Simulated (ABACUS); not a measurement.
**Single-point calculation at one volume of an equation of state, with input and output: Cu (part 2 of 2)**

The same run, continued: Cu (I4/mmm, 1 atom in the cell); Kohn-Sham DFT of a periodic cell, PBEsol, PseudoDojo NC SR 0.4.1 PBEsol standard, no spin polarisation (ABACUS 3.10.1); cutoff 1251.72 eV, 13×13×13 k-mesh, fermi-dirac of 0.05 eV. The structure derives from a Materials Project entry. It belongs to a series of runs on one base structure; here: volume scaled by 1.02.

Geometry of the input (Å; fractional positions):
```
-1.4523  1.4523  1.3852
1.4523  -1.4523  1.3852
1.4523  1.4523  -1.3852
Cu 0.0000  0.0000  0.0000
```

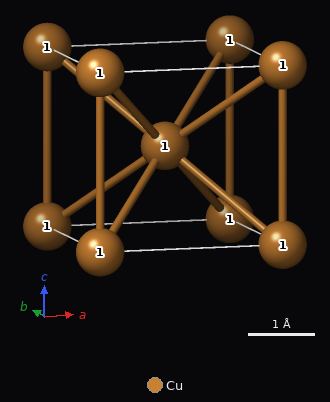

The structure (ball-and-stick view of the cell 2 times as large as that of the calculation, set on its symmetry axes, seen slightly off an axis; atoms are numbered from 1 in the order of the input). An atom can appear more than once, as a periodic image.

## What the program printed, continued
```
 PW ALGORITHM --------------- ION=   1  ELEC=   2--------------------------------

 Density error is 0.398451605133
                          Error Threshold = 0.00156593446339
----------------------------------------------------------
     Energy           Rydberg                 eV
----------------------------------------------------------
 E_KohnSham     -378.8452526059      -5154.4540956890
 E_Harris       -367.5399279820      -5000.6372630647
 E_Fermi        1.2026569591         16.3629873826
----------------------------------------------------------

 PW ALGORITHM --------------- ION=   1  ELEC=   3--------------------------------

 Density error is 0.000438692309052
                          Error Threshold = 0.00156593446339
----------------------------------------------------------
     Energy           Rydberg                 eV
----------------------------------------------------------
 E_KohnSham     -378.9130055814      -5155.3759222128
 E_Harris       -378.6027816652      -5151.1551092973
 E_Fermi        1.2760436961         17.3614651634
----------------------------------------------------------

 PW ALGORITHM --------------- ION=   1  ELEC=   4--------------------------------

 Density error is 0.000140936382302
                          Error Threshold = 2.30890688975e-06
----------------------------------------------------------
     Energy           Rydberg                 eV
----------------------------------------------------------
 E_KohnSham     -378.9138051017      -5155.3868002445
 E_Harris       -379.0926073568      -5157.8195297289
 E_Fermi        1.2788530652         17.3996885914
----------------------------------------------------------

 PW ALGORITHM --------------- ION=   1  ELEC=   5--------------------------------

 Density error is 7.70202954288e-05
                          Error Threshold = 7.41770433169e-07
----------------------------------------------------------
     Energy           Rydberg                 eV
----------------------------------------------------------
 E_KohnSham     -378.9137670470      -5155.3862824834
 E_Harris       -379.0389127189      -5157.0889767015
 E_Fermi        1.2784634705         17.3943878842
----------------------------------------------------------

 PW ALGORITHM --------------- ION=   1  ELEC=   6--------------------------------

 Density error is 2.09197547407e-06
                          Error Threshold = 4.05369975941e-07
----------------------------------------------------------
     Energy           Rydberg                 eV
----------------------------------------------------------
 E_KohnSham     -378.9137811181      -5155.3864739315
 E_Harris       -378.9162335854      -5155.4198414603
 E_Fermi        1.2777510942         17.3846955075
----------------------------------------------------------

 PW ALGORITHM --------------- ION=   1  ELEC=   7--------------------------------

 Density error is 1.55566258692e-08
                          Error Threshold = 1.10103972319e-08
----------------------------------------------------------
     Energy           Rydberg                 eV
----------------------------------------------------------
 E_KohnSham     -378.9137813697      -5155.3864773538
 E_Harris       -378.9115308232      -5155.3558570977
 E_Fermi        1.2776198329         17.3829096049
----------------------------------------------------------

 PW ALGORITHM --------------- ION=   1  ELEC=   8--------------------------------

 Density error is 2.8485164599e-09
                          Error Threshold = 8.1876978259e-11
----------------------------------------------------------
     Energy           Rydberg                 eV
----------------------------------------------------------
 E_KohnSham     -378.9137813747      -5155.3864774220
 E_KS(sigma->0) -378.9136828799      -5155.3851373318
 E_Harris       -378.9140845578      -5155.3906024405
 E_band         -25.3946352556       -345.5117381078
 E_one_elec     -201.7032802273      -2744.3139163826
 E_Hartree      112.1400902416       1525.7442015205
 E_xc           -46.2149273657       -628.7863448292
 E_Ewald        -243.1354670338      -3308.0277375504
 E_entropy(-TS) -0.0001969895        -0.0026801803
 E_descf        0.0000000000         0.0000000000
 E_exx          0.0000000000         0.0000000000
 E_Fermi        1.2776352420         17.3831192569
----------------------------------------------------------

 charge density convergence is achieved
 final etot is -5155.3864774 eV
 EFERMI = 17.383119257 eV

 STATE ENERGY(eV) AND OCCUPATIONS    NSPIN == 1
 1/49 kpoint (Cartesian) = 0.0000 0.0000 0.0000 (1163 pws)
       1       -94.8537    0.000910332
       2       -52.3480    0.000910332
       3       -52.3451    0.000910332
       4       -52.3451    0.000910332
       5        7.87704    0.000910332
       6        14.2329    0.000910332
       7        14.4306    0.000910332
       8        14.4306    0.000910332
       9        15.3109    0.000910332
      10        15.5192    0.000910332
      11        42.1083        0.00000
      12        42.1083        0.00000
      13        43.3616        0.00000
      14        45.7755        0.00000

 2/49 kpoint (Cartesian) = 0.026482 0.0000 -0.027766 (1172 pws)
       1       -94.8527     0.00728266
       2       -52.3536     0.00728266
       3       -52.3476     0.00728266
       4       -52.3462     0.00728266
       5        8.11073     0.00728266
       6        14.2384     0.00728266
       7        14.4236     0.00728266
       8        14.4692     0.00728266
       9        15.3110     0.00728266
      10        15.4863     0.00728266
      11        40.5124        0.00000
      12        41.4773        0.00000
      13        41.7426        0.00000
      14        43.5983        0.00000

 3/49 kpoint (Cartesian) = 0.052965 0.0000 -0.055532 (1178 pws)
       1       -94.8501     0.00728266
       2       -52.3721     0.00728266
       3       -52.3545     0.00728266
       4       -52.3466     0.00728266
       5        8.79534     0.00728266
       6        14.1448     0.00728266
       7        14.3851     0.00728266
       8        14.6934     0.00728266
       9        15.3073     0.00728266
      10        15.4365     0.00728266
      11        36.5192        0.00000
      12        39.6799        0.00000
      13        40.1994        0.00000
      14        41.3347        0.00000

 4/49 kpoint (Cartesian) = 0.079447 0.0000 -0.083298 (1178 pws)
       1       -94.8463     0.00728266
       2       -52.3983     0.00728266
       3       -52.3643     0.00728266
       4       -52.3468     0.00728266
       5        9.86525     0.00728266
       6        13.9734     0.00728266
       7        14.3190     0.00728266
       8        15.0726     0.00728266
       9        15.3118     0.00728266
      10        15.4423     0.00728266
      11        32.3568        0.00000
      12        37.7897        0.00000
      13        38.4179        0.00000
      14        39.9669        0.00000

 5/49 kpoint (Cartesian) = 0.10593 0.0000 -0.11106 (1183 pws)
       1       -94.8423     0.00728266
       2       -52.4261     0.00728266
       3       -52.3747     0.00728266
       4       -52.3470     0.00728266
       5        11.1181     0.00728266
       6        13.7888     0.00728266
       7        14.4145     0.00728266
       8        15.3477     0.00728266
       9        15.4966     0.00728266
      10        15.5128     0.00728266
      11        28.4466        0.00000
      12        36.2524        0.00000
      13        36.6526        0.00000
      14        39.2058        0.00000

 6/49 kpoint (Cartesian) = 0.13241 0.0000 -0.13883 (1179 pws)
       1       -94.8390     0.00728266
       2       -52.4490     0.00728266
       3       -52.3832     0.00728266
       4       -52.3472     0.00728266
       5        12.0309     0.00728266
       6        13.6373     0.00728266
       7        15.1366     0.00728266
       8        15.4209     0.00728266
       9        15.5711     0.00728266
      10        15.9079     0.00728266
      11        24.9810    7.37912e-69
      12        35.1742        0.00000
      13        35.3303        0.00000
      14        38.7478        0.00000

[... levels at 43 further k points ...]

------------------------------------------------------------------------------------------
 TOTAL-FORCE (eV/Angstrom)
------------------------------------------------------------------------------------------
                       Cu1         0.0000000000         0.0000000000         0.0000000000
------------------------------------------------------------------------------------------

----------------------------------------------------------------
 TOTAL-STRESS (KBAR)
----------------------------------------------------------------
       -46.8044166916        -0.0000000000         0.0000000000
        -0.0000000000       -46.8044166916        -0.0000000000
         0.0000000000         0.0000000000       -47.7705869430
----------------------------------------------------------------
 TOTAL-PRESSURE: -47.126473 KBAR

 --------------------------------------------
 !FINAL_ETOT_IS -5155.3864774219982792 eV
 --------------------------------------------
```

## Standard output
```
ABACUS v3.10.1

               Atomic-orbital Based Ab-initio Computation at UStc

%%%%%%%%%%%%%%%%%%%%%%%%%%%%%%%%%%%%%%%%%%%%%%%%%%%%%%%%%%%%%%%%%%%%%%%%%%%%%%%%%%%%%%%%%%%%%%%%%%%%%%%%%
 Warning: the number of valence electrons in pseudopotential > 11 for Cu: [Ar] 3d10 4s1
 Pseudopotentials with additional electrons can yield (more) accurate outcomes, but may be less efficient.
 If you're confident that your chosen pseudopotential is appropriate, you can safely ignore this warning.
%%%%%%%%%%%%%%%%%%%%%%%%%%%%%%%%%%%%%%%%%%%%%%%%%%%%%%%%%%%%%%%%%%%%%%%%%%%%%%%%%%%%%%%%%%%%%%%%%%%%%%%%%

 UNIFORM GRID DIM        : 30 * 30 * 30
 UNIFORM GRID DIM(BIG)   : 30 * 30 * 30
 ---------------------------------------------------------
 Self-consistent calculations for electrons
 ---------------------------------------------------------
 SPIN    KPOINTS         PROCESSORS  THREADS
 1       196             4           4
 ---------------------------------------------------------
 Use plane wave basis
 ---------------------------------------------------------
 ELEMENT NATOM       XC
 Cu      1
 ---------------------------------------------------------
 Initial plane wave basis and FFT box
 ---------------------------------------------------------
 -------------------------------------------
 SELF-CONSISTENT :
 -------------------------------------------
 START CHARGE      : atomic
 ITER       ETOT/eV          EDIFF/eV         DRHO     TIME/s
 DA1     -5.15339650e+03   0.00000000e+00   2.9753e-01   3.36
 DA2     -5.15445410e+03  -1.05759677e+00   3.9845e-01   3.00
 DA3     -5.15537592e+03  -9.21826524e-01   4.3869e-04   2.55
 DA4     -5.15538680e+03  -1.08780317e-02   1.4094e-04   3.91
 DA5     -5.15538628e+03   5.17761098e-04   7.7020e-05   2.28
 DA6     -5.15538647e+03  -1.91448100e-04   2.0920e-06   2.90
 DA7     -5.15538648e+03  -3.42224466e-06   1.5557e-08   2.77
 DA8     -5.15538648e+03  -6.82280797e-08   2.8485e-09   3.48
----------------------------------------------------------------
 TOTAL-STRESS (KBAR)
----------------------------------------------------------------
       -46.8044166916        -0.0000000000         0.0000000000
        -0.0000000000       -46.8044166916        -0.0000000000
         0.0000000000         0.0000000000       -47.7705869430
----------------------------------------------------------------
 TOTAL-PRESSURE: -47.126473 KBAR
```
